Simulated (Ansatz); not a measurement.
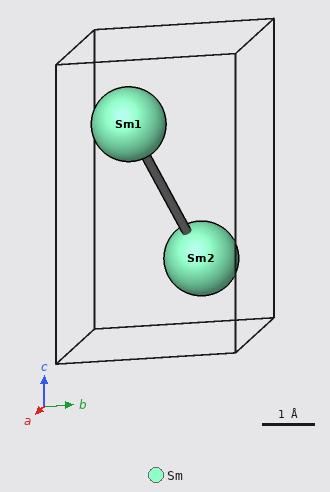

The structure (ball-and-stick view of the cell of the calculation, seen slightly off an axis; atoms are numbered from 1 in the order of the input). An atom can appear more than once, as a periodic image. Near neighbours in the periodic cell (some may lie outside the picture): Sm has 12 Sm at 3.61 to 3.64 Å.

# What a change does: single-point calculation on Sm

System: Sm (P6₃/mmc, 2 atoms in the cell).
Method of run A: Kohn-Sham DFT of a periodic cell, PBEsol, Ansatz PAW, no spin polarisation (Ansatz 0.2.0).

The structure derives from an entry of the Crystallography Open Database. Text and figures count atoms from 1; the logs count them from 0 in places.

**The input, run A**
```yaml
crystal:
  lattice:
    - [3.644, 0.0, 0.0]
    - [-1.822, 3.1557965714, 0.0]
    - [0.0, 0.0, 5.876]
  atoms:
    - { symbol: Sm, position: [0.6666666667, 0.3333333333, 0.75] }
    - { symbol: Sm, position: [0.3333333333, 0.6666666667, 0.25] }
hamiltonian:
  xc: pbesol
  pseudopotentials: { kind: paw }
kpoints:
  mp_grid: { grid: [8, 8, 5] }
scf:
  occupations: { method: fermi_dirac, width: 0.05 }
output:
  forces: true
  stress: true
  eigenvalues: true
  write_density: true
  write_potential: true
  elf: true
  volumetric_format: npy
```

Launched with:
```bash
ansatz run input.yaml --threads 2 --pin off --max-ram 5632MiB --backend cpu --events-out ev --progress --plain --runs-dir out
```

Hardware: 2 threads of AMD EPYC (Zen 5), 32 GiB of memory available, shared host.

**Output, shortened to warnings, some set-up lines, iterations and results (run A)**
```
Basis set: ecut = 420 eV, 1315 PW (Γ), exchange–correlation on 50×50×80 points (8 copies of the dense FFT grid, shifted against one another)
Symmetry: 24 space group operations
k-points: 30 of 320
Initial density: superposition of atomic densities (neutral atoms: chi_scale 0, normalization atom), corrected by the library's trained network
[...]
SCF iter   1: F=—  HF=-16280.065512 eV  |F-HF|=—  |Δ(HF+E_count)|=         —  Δρ=1.95e-2  dr2=2.34e-1  ethr=1.77e-3  ⟨swp⟩=5.5  Hψ=3514  notcnv=0
SCF iter   2: F=—  HF=-16280.079268 eV  |F-HF|=—  |Δ(HF+E_count)|=   1.38e-2  Δρ=2.96e-2  dr2=2.31e-1  ethr=7.30e-4  ⟨swp⟩=1.3  Hψ=1149  notcnv=0  defer=3
SCF iter   3: F=—  HF=-16280.064393 eV  |F-HF|=—  |Δ(HF+E_count)|=   1.49e-2  Δρ=1.80e-2  dr2=1.15e-1  ethr=7.21e-4  ⟨swp⟩=1.0  Hψ=891  notcnv=0  defer=3
SCF iter   4: F=—  HF=-16280.055616 eV  |F-HF|=—  |Δ(HF+E_count)|=   8.78e-3  Δρ=2.82e-3  dr2=5.76e-3  ethr=3.58e-4  ⟨swp⟩=1.5  Hψ=910  notcnv=0  defer=4
SCF iter   5: F=—  HF=-16280.055342 eV  |F-HF|=—  |Δ(HF+E_count)|=   2.73e-4  Δρ=6.51e-4  dr2=3.48e-4  ethr=1.80e-5  ⟨swp⟩=1.0  Hψ=891  notcnv=0  defer=4
SCF iter   6: F=—  HF=-16280.055239 eV  |F-HF|=—  |Δ(HF+E_count)|=   1.03e-4  Δρ=1.87e-4  dr2=1.39e-5  ethr=1.09e-6  ⟨swp⟩=2.8  Hψ=1359  notcnv=0  defer=4
SCF iter   7: F=—  HF=-16280.055246 eV  |F-HF|=—  |Δ(HF+E_count)|=   6.47e-6  Δρ=9.54e-5  dr2=3.05e-6  ethr=4.36e-8  ⟨swp⟩=2.2  Hψ=1226  notcnv=0  defer=4
SCF iter   8: F=—  HF=-16280.055245 eV  |F-HF|=—  |Δ(HF+E_count)|=   4.24e-7  Δρ=2.79e-5  dr2=3.24e-7  ethr=9.53e-9  ⟨swp⟩=1.3  Hψ=929  notcnv=0  defer=4
SCF iter   9: F=-16280.055245 eV  HF=-16280.055245 eV  |F-HF|=2.23e-8  |Δ(HF+E_count)|=   3.62e-8  Δρ=6.46e-6  dr2=3.85e-8  ethr=3.13e-10  ⟨swp⟩=9.6  Hψ=5648  notcnv=0
SCF 1 converged in 9 iterations: F = -16280.055245 eV  dr2 = 3.85e-8
SCF converged after 9 iterations
Free energy (F): -16280.055245 eV
Harris-Foulkes:  -16280.055245 eV  (|F-HF|=2.23e-8)
Internal energy: -16279.520426 eV  (E = F + TS)
E sigma→0 (E₀):  -16279.787836 eV
Entropy (-TS):   -0.534819 eV (-267.409 meV/atom)
Fermi energy:    11.461736 eV
--- Per-component energies (eV) ---
  E_band       = -26.361597
  E_kinetic    = 681.125188
  E_local      = -3028.274911  (includes V_loc(G=0)·N_el)
  E_nonlocal   = 778.120890
  E_hartree    = 1167.864763
  E_xc         = -353.671916
  E_vxc        = -388.702932  (∫ρ·V_xc dr)
  E_paw        = -12232.475443  (= ΣΔE_a)
  E_vpaw       = -404.365859  (= ΣTr[D̂ρ^β])
  E_aug_tail   = -0.000001  (compensation charges beyond the density's cutoff)
  E_ewald      = -3293.232514
  E_core_change = 1.023516  (= ΣΔE_core)
  E_smearing   = -0.534819  (= −TS)
  E_closure    = 0.000000  (closes the sum)
  Σ components = -16280.055245   (vs F -16280.055245, Δ=0.00e0)
--- Forces (eV/Å), atoms counted from 1 ---
  atom   1  Sm     0.00000000     0.00000000     0.00000000
  atom   2  Sm    -0.00000000    -0.00000000     0.00000000
  max |Σ_I F_I| component: 6.94e-18 eV/Å
--- Stress (GPa, compression-positive) ---
       -6.742583       0.000000       0.000000
       -0.000000      -6.742583       0.000000
        0.000000       0.000000      -6.839844
  P = ⅓ Tr σ = -6.7750 GPa (-67.750 kbar)
```

The input of run B differs as follows (lines with − go, lines with + come):
```diff
+  convergence: { dr2_threshold: 1.0e-16 }
+  max_iter: 75
-  write_density: true
-  write_potential: true
-  elf: true
-  volumetric_format: npy
```

What does this change do to the results?

Both reach the same energy, so the change doesn't alter the result. The SCF takes 18 iterations against 9.

**Output, shortened to warnings, some set-up lines, iterations and results (run B)**
```
Basis set: ecut = 420 eV, 1315 PW (Γ), exchange–correlation on 50×50×80 points (8 copies of the dense FFT grid, shifted against one another)
Symmetry: 24 space group operations
k-points: 30 of 320
Initial density: superposition of atomic densities (neutral atoms: chi_scale 0, normalization atom), corrected by the library's trained network
[...]
SCF iter   1: F=—  HF=-16280.065512 eV  |F-HF|=—  |Δ(HF+E_count)|=         —  Δρ=1.95e-2  dr2=2.34e-1  ethr=1.77e-3  ⟨swp⟩=5.5  Hψ=3514  notcnv=0
SCF iter   2: F=—  HF=-16280.079268 eV  |F-HF|=—  |Δ(HF+E_count)|=   1.38e-2  Δρ=2.96e-2  dr2=2.31e-1  ethr=7.30e-4  ⟨swp⟩=1.3  Hψ=1149  notcnv=0  defer=3
SCF iter   3: F=—  HF=-16280.064393 eV  |F-HF|=—  |Δ(HF+E_count)|=   1.49e-2  Δρ=1.80e-2  dr2=1.15e-1  ethr=7.21e-4  ⟨swp⟩=1.0  Hψ=891  notcnv=0  defer=3
SCF iter   4: F=—  HF=-16280.055616 eV  |F-HF|=—  |Δ(HF+E_count)|=   8.78e-3  Δρ=2.82e-3  dr2=5.76e-3  ethr=3.58e-4  ⟨swp⟩=1.5  Hψ=910  notcnv=0  defer=4
SCF iter   5: F=—  HF=-16280.055342 eV  |F-HF|=—  |Δ(HF+E_count)|=   2.73e-4  Δρ=6.51e-4  dr2=3.48e-4  ethr=1.80e-5  ⟨swp⟩=1.0  Hψ=891  notcnv=0  defer=4
[... 9 lines ...]
SCF iter  15: F=—  HF=-16280.055245 eV  |F-HF|=—  |Δ(HF+E_count)|=  1.82e-12  Δρ=1.62e-8  dr2=5.93e-14  ethr=2.20e-15 (applied; sched 1.00e-12)  ⟨swp⟩=1.0  Hψ=891  notcnv=0  …
SCF iter  16: F=—  HF=-16280.055245 eV  |F-HF|=—  |Δ(HF+E_count)|=    0.00e0  Δρ=2.41e-9  dr2=1.81e-15  ethr=1.85e-16 (applied; sched 1.00e-12)  ⟨swp⟩=1.1  Hψ=895  notcnv=0  …
SCF iter  17: F=—  HF=-16280.055245 eV  |F-HF|=—  |Δ(HF+E_count)|=  1.82e-12  Δρ=5.66e-10  dr2=6.58e-17  ethr=1.00e-12  ⟨swp⟩=2.8  Hψ=2488  notcnv=0
SCF iter  18: F=-16280.055245 eV  HF=-16280.055245 eV  |F-HF|=3.64e-12  |Δ(HF+E_count)|=  3.64e-12  Δρ=1.68e-10  dr2=8.73e-18  ethr=1.00e-12  ⟨swp⟩=1.7  Hψ=1119  notcnv=0
SCF 1 converged in 18 iterations: F = -16280.055245 eV  dr2 = 8.73e-18
SCF converged after 18 iterations
Free energy (F): -16280.055245 eV
Harris-Foulkes:  -16280.055245 eV  (|F-HF|=3.64e-12)
Internal energy: -16279.520427 eV  (E = F + TS)
E sigma→0 (E₀):  -16279.787836 eV
Entropy (-TS):   -0.534818 eV (-267.409 meV/atom)
Fermi energy:    11.461715 eV
--- Per-component energies (eV) ---
  E_band       = -26.362899
  E_kinetic    = 681.126030
  E_local      = -3028.278552  (includes V_loc(G=0)·N_el)
  E_nonlocal   = 778.121876
  E_hartree    = 1167.867445
  E_xc         = -353.672021
  E_vxc        = -388.703057  (∫ρ·V_xc dr)
  E_paw        = -12232.476207  (= ΣΔE_a)
  E_vpaw       = -404.364087  (= ΣTr[D̂ρ^β])
  E_aug_tail   = -0.000001  (compensation charges beyond the density's cutoff)
  E_ewald      = -3293.232514
  E_core_change = 1.023516  (= ΣΔE_core)
  E_smearing   = -0.534818  (= −TS)
  E_closure    = 0.000000  (closes the sum)
  Σ components = -16280.055245   (vs F -16280.055245, Δ=0.00e0)
--- Forces (eV/Å), atoms counted from 1 ---
  atom   1  Sm     0.00000000     0.00000000     0.00000000
  atom   2  Sm     0.00000000    -0.00000000     0.00000000
  max |Σ_I F_I| component: 1.85e-17 eV/Å
--- Stress (GPa, compression-positive) ---
       -6.742460       0.000000       0.000000
        0.000000      -6.742460       0.000000
        0.000000       0.000000      -6.839684
  P = ⅓ Tr σ = -6.7749 GPa (-67.749 kbar)
```

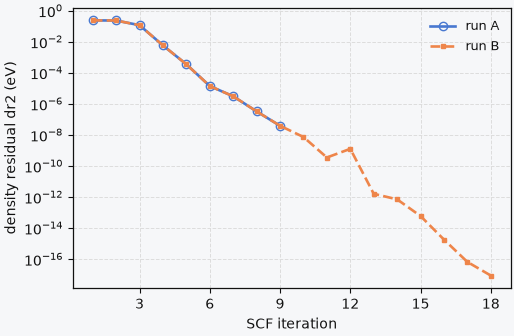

Convergence of the two runs: density residual dr2 against the SCF iteration. Run A takes 9 iterations in all, and run B takes 18.

**The two runs side by side**

| quantity | run A | run B |
| --- | --- | --- |
| outcome | converged | converged |
| free energy per atom (eV) | −8140.0276 | −8140.0276 |
| energy per atom, smearing taken to zero (eV) | −8139.8939 | −8139.8939 |
| gap on the mesh (eV) | 0.00 | 0.00 |
| pressure (GPa) | −6.78 | −6.77 |
| largest force (eV/Å) | 0.000 | 0.000 |
| SCF iterations | 9 | 18 |
| irreducible k-points | 30 | 30 |
| plane waves at Γ | 1315 | 1315 |
| wall time (shared host) | 0.83 s | 0.95 s |

For run A: The f shell of Sm is treated without spin polarisation, U or localised f states, so volume, moduli and energies can differ much from those of the real material. The cell is under a tension of 6.8 GPa at this level, so it is not at its equilibrium volume. For run B: The input was spoiled on purpose: an extremely tight threshold (`scf.convergence.dr2_threshold`). The threshold was met all the same, at the cost of more iterations.
